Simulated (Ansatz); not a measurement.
## SnSe: a changed input and its effect

System: SnSe (Fmmm, 2 atoms in the cell).
Method of run A: DFT r2SCAN, scalar-relativistic, plane waves, PAW, no spin polarisation (Ansatz 0.2.0).

The structure derives from an entry of the Crystallography Open Database. Text and figures count atoms from 1; the logs count them from 0 in places.

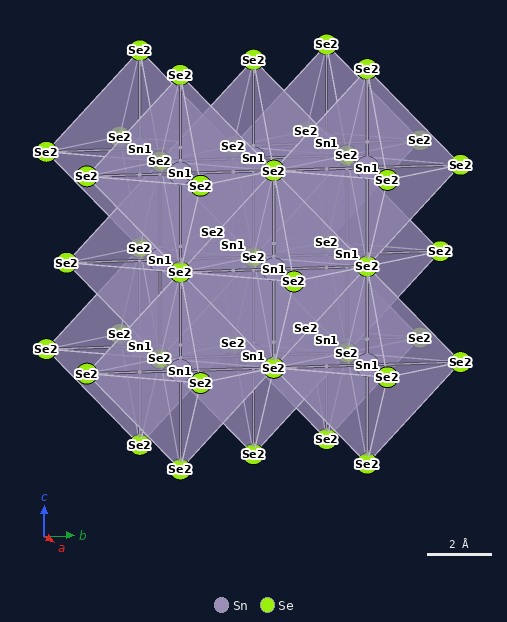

Fig. 1: The structure (polyhedral view of the cell 4 times as large as that of the calculation, set on its symmetry axes, seen slightly off an axis; polyhedra are completed across the faces of the cell; atoms are numbered from 1 in the order of the input).

Input file, run A:
```yaml
crystal:
  lattice:
    - [0.0, 3.1304, 3.01]
    - [2.8896, 0.0, 3.01]
    - [2.8896, 3.1304, 0.0]
  atoms:
    - { symbol: Sn, position: [0.0, 0.0, 0.0] }
    - { symbol: Se, position: [0.5, 0.5, 0.5] }
basis:
  ecutwfc: 500
kpoints:
  mp_grid: { grid: [10, 10, 10] }
hamiltonian:
  xc: r2scan
scf:
  occupations: { method: gaussian, width: 0.05 }
output:
  forces: true
  stress: true
  eigenvalues: true
```

Launched with:
```bash
ansatz run input.yaml --threads 1 --pin off --max-ram 2560MiB --backend cpu --events-out ev --progress --plain --runs-dir out
```

Hardware: 1 thread of Oxide Virtual Turin-like (Zen 5), 32 GiB of memory available, shared host.

Output, shortened to warnings, some set-up lines, iterations and results (run A):
```
Basis set: ecut = 500 eV, 1379 PW (Γ), exchange–correlation on 128×128×128 points (64 copies of the dense FFT grid, shifted against one another)
Symmetry: 8 space group operations
k-points: 171 of 1000
Initial density: superposition of atomic densities (neutral atoms: chi_scale 0, normalization atom), corrected by the library's trained network
[...]
SCF iter   1: F=—  HF=-11517.511627 eV  |F-HF|=—  |Δ(HF+E_count)|=         —  Δρ=4.78e-3  dr2=1.78e-2  dr2_τ=2.32e-3  ethr=1.77e-3  ⟨swp⟩=5.9  Hψ=15951  notcnv=0
SCF iter   2: F=—  HF=-11517.517679 eV  |F-HF|=—  |Δ(HF+E_count)|=   6.05e-3  Δρ=1.75e-3  dr2=1.17e-3  dr2_τ=2.27e-4  ethr=5.92e-5  ⟨swp⟩=2.3  Hψ=7675  notcnv=0
SCF iter   3: F=—  HF=-11517.517744 eV  |F-HF|=—  |Δ(HF+E_count)|=   6.48e-5  Δρ=7.66e-4  dr2=2.86e-4  dr2_τ=6.25e-6  ethr=3.91e-6  ⟨swp⟩=2.0  Hψ=5800  notcnv=0
SCF iter   4: F=—  HF=-11517.517797 eV  |F-HF|=—  |Δ(HF+E_count)|=   5.28e-5  Δρ=2.75e-4  dr2=2.92e-5  dr2_τ=8.88e-7  ethr=9.53e-7  ⟨swp⟩=2.0  Hψ=3953  notcnv=0
SCF iter   5: F=—  HF=-11517.517794 eV  |F-HF|=—  |Δ(HF+E_count)|=   2.77e-6  Δρ=4.64e-5  dr2=1.30e-6  dr2_τ=2.67e-8  ethr=9.73e-8  ⟨swp⟩=2.0  Hψ=4251  notcnv=0
SCF iter   6: F=-11517.517794 eV  HF=-11517.517794 eV  |F-HF|=1.13e-8  |Δ(HF+E_count)|=   2.00e-7  Δρ=5.76e-6  dr2=1.12e-8  dr2_τ=3.00e-10  ethr=3.33e-10  ⟨swp⟩=4.1  Hψ=16851 …
SCF 1 converged in 6 iterations: F = -11517.517794 eV  dr2 = 1.12e-8
SCF converged after 6 iterations
Free energy (F): -11517.517794 eV
Harris-Foulkes:  -11517.517794 eV  (|F-HF|=1.13e-8)
Internal energy: -11517.517794 eV  (E = F + TS)
E sigma→0 (E₀):  -11517.517794 eV
Fermi energy:    9.411615 eV
--- Per-component energies (eV) ---
  E_band       = -497.976667
  E_kinetic    = 303.445659
  E_local      = -3332.929119  (includes V_loc(G=0)·N_el)
  E_nonlocal   = -628.671211
  E_hartree    = 1754.943797
  E_xc         = -474.228100
  E_vxc        = -211.343610  (∫ρ·V_xc dr)
  E_paw        = -6079.984993  (= ΣΔE_a)
  E_vpaw       = -150.142024  (= ΣTr[D̂ρ^β])
  E_aug_tail   = -0.000208  (compensation charges beyond the density's cutoff)
  E_vtau       = 11.775554  (kinetic-family band-sum trace: ∫τ·v_τ [+ j·A + Jᵃ·Aᵃ] dr)
  E_ewald      = -3059.064168
  E_core_change = -1.029450  (= ΣΔE_core)
  E_smearing   = -0.000000  (= −TS)
  E_closure    = -0.000000  (closes the sum)
  Σ components = -11517.517794   (vs F -11517.517794, Δ=0.00e0)
--- Forces (eV/Å), atoms counted from 1 ---
  atom   1  Sn     0.00000000     0.00000000     0.00000000
  atom   2  Se     0.00000000     0.00000000     0.00000000
  max |Σ_I F_I| component: 0.00e0 eV/Å
--- Stress (GPa, compression-positive) ---
        6.147046       0.000000       0.000000
        0.000000      -3.840193       0.000000
        0.000000       0.000000      -0.042484
  P = ⅓ Tr σ = 0.7548 GPa (7.548 kbar)
```

The input of run B differs as follows (lines with − go, lines with + come):
```diff
-    - [0.0, 3.1304, 3.01]
-    - [2.8896, 0.0, 3.01]
-    - [2.8896, 3.1304, 0.0]
+    - [0.0, 3.0702, 3.01]
+    - [2.9498, 0.0, 3.01]
+    - [2.9498, 3.0702, 0.0]
```

Predict how the results change.

With the same functional and potentials, run B lies 25.5 meV per atom lower. The pressure goes from 0.75 to 0.16 GPa. The volume per atom goes from 27.23 to 27.26 Å³. The number of SCF iterations is the same. The plane waves at Γ go from 1379 to 1395.

Output, shortened to warnings, some set-up lines, iterations and results (run B):
```
Basis set: ecut = 500 eV, 1395 PW (Γ), exchange–correlation on 128×128×128 points (64 copies of the dense FFT grid, shifted against one another)
Symmetry: 8 space group operations
k-points: 171 of 1000
Initial density: superposition of atomic densities (neutral atoms: chi_scale 0, normalization atom), corrected by the library's trained network
[...]
SCF iter   1: F=—  HF=-11517.562599 eV  |F-HF|=—  |Δ(HF+E_count)|=         —  Δρ=4.63e-3  dr2=1.59e-2  dr2_τ=2.15e-3  ethr=1.77e-3  ⟨swp⟩=5.9  Hψ=15863  notcnv=0
SCF iter   2: F=—  HF=-11517.568642 eV  |F-HF|=—  |Δ(HF+E_count)|=   6.04e-3  Δρ=1.70e-3  dr2=1.09e-3  dr2_τ=2.04e-4  ethr=5.31e-5  ⟨swp⟩=2.2  Hψ=7626  notcnv=0
SCF iter   3: F=—  HF=-11517.568721 eV  |F-HF|=—  |Δ(HF+E_count)|=   7.91e-5  Δρ=7.40e-4  dr2=2.68e-4  dr2_τ=5.95e-6  ethr=3.62e-6  ⟨swp⟩=2.0  Hψ=5790  notcnv=0
SCF iter   4: F=—  HF=-11517.568771 eV  |F-HF|=—  |Δ(HF+E_count)|=   5.03e-5  Δρ=1.79e-4  dr2=2.24e-5  dr2_τ=7.39e-7  ethr=8.93e-7  ⟨swp⟩=2.0  Hψ=4063  notcnv=0
SCF iter   5: F=—  HF=-11517.568766 eV  |F-HF|=—  |Δ(HF+E_count)|=   5.38e-6  Δρ=2.86e-5  dr2=3.60e-7  dr2_τ=8.41e-9  ethr=7.48e-8  ⟨swp⟩=2.2  Hψ=4748  notcnv=0
SCF iter   6: F=-11517.568766 eV  HF=-11517.568766 eV  |F-HF|=7.66e-9  |Δ(HF+E_count)|=   1.82e-8  Δρ=7.14e-6  dr2=2.38e-8  dr2_τ=3.66e-10  ethr=3.33e-10  ⟨swp⟩=6.7  Hψ=14449 …
SCF 1 converged in 6 iterations: F = -11517.568766 eV  dr2 = 2.38e-8
SCF converged after 6 iterations
Free energy (F): -11517.568766 eV
Harris-Foulkes:  -11517.568766 eV  (|F-HF|=7.66e-9)
Internal energy: -11517.568766 eV  (E = F + TS)
E sigma→0 (E₀):  -11517.568766 eV
Fermi energy:    9.429550 eV
--- Per-component energies (eV) ---
  E_band       = -498.441093
  E_kinetic    = 303.204501
  E_local      = -3327.405366  (includes V_loc(G=0)·N_el)
  E_nonlocal   = -628.673544
  E_hartree    = 1752.016211
  E_xc         = -474.144596
  E_vxc        = -211.222644  (∫ρ·V_xc dr)
  E_paw        = -6079.978067  (= ΣΔE_a)
  E_vpaw       = -150.142787  (= ΣTr[D̂ρ^β])
  E_aug_tail   = -0.000207  (compensation charges beyond the density's cutoff)
  E_vtau       = 11.769194  (kinetic-family band-sum trace: ∫τ·v_τ [+ j·A + Jᵃ·Aᵃ] dr)
  E_ewald      = -3061.558248
  E_core_change = -1.029450  (= ΣΔE_core)
  E_smearing   = -0.000000  (= −TS)
  E_closure    = 0.000000  (closes the sum)
  Σ components = -11517.568766   (vs F -11517.568766, Δ=0.00e0)
--- Forces (eV/Å), atoms counted from 1 ---
  atom   1  Sn     0.00000000     0.00000000    -0.00000000
  atom   2  Se     0.00000000     0.00000000    -0.00000000
  max |Σ_I F_I| component: 6.71e-30 eV/Å
--- Stress (GPa, compression-positive) ---
        2.730058       0.000000       0.000000
        0.000000      -2.201187       0.000000
        0.000000       0.000000      -0.034504
  P = ⅓ Tr σ = 0.1648 GPa (1.648 kbar)
```

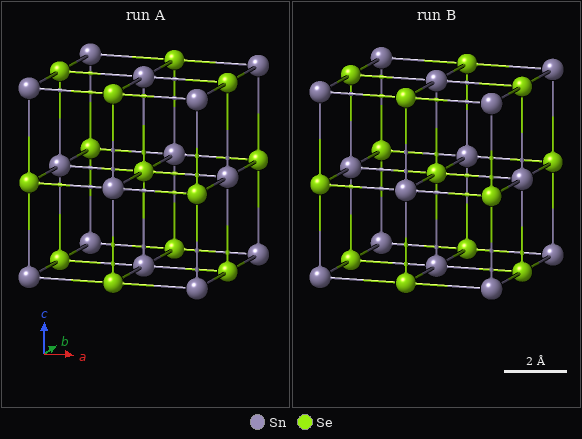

Fig. 2: The two input geometries at one scale (ball-and-stick view of the cell 4 times as large as that of the calculation, set on its symmetry axes, seen slightly off an axis). No atom moves by more than 0.005 Å relative to the cell. The volume changes by +0.1 %, with a 5.779 → 5.900 Å (+2.1 %), b stays at 6.020 Å, c 6.261 → 6.140 Å (−1.9 %). Among the contacts that change: Se–Sn 3.130 → 3.070 Å, Se–Sn 2.890 → 2.950 Å.

The two runs side by side:

```tsv
quantity	run A	run B
outcome	converged	converged
free energy per atom (eV)	−5758.7589	−5758.7844
gap on the mesh (eV)	0.44	0.46
pressure (GPa)	0.75	0.16
volume per atom (Å³)	27.23	27.26
largest force (eV/Å)	0.000	0.000
SCF iterations	6	6
irreducible k-points	171	171
plane waves at Γ	1379	1395
wall time (shared host)	16 s	18 s
```
